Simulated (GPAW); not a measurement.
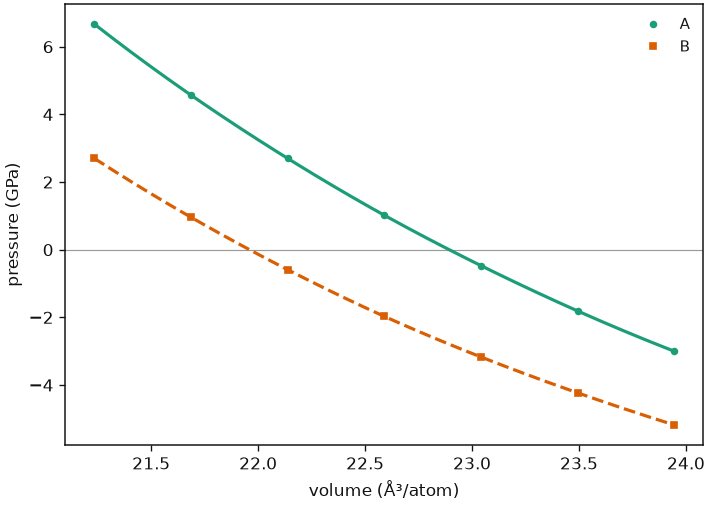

Plotted: pressure against volume, with one curve for each functional, for GaAs (space group F-43m). The labels are replaced by letters. In alphabetical order the cases are: LDA; r2SCAN.

Calculation (GPAW 26.7.0): PAW DFT in plane waves, on a grid or in atomic orbitals, no spin polarisation; energies at scaled volumes of the given cell, shape and fractions fixed, counted from the fit's minimum, third-order Birch-Murnaghan fit. All runs: no spin polarisation.

k mesh 8×8×8; occupations Fermi–Dirac; smearing width 0.05 eV; wave cutoff 600 eV.

> Which letter stands for which functional?

A: r2SCAN; B: LDA.

Keep in mind: outside data set cut short (LDA).
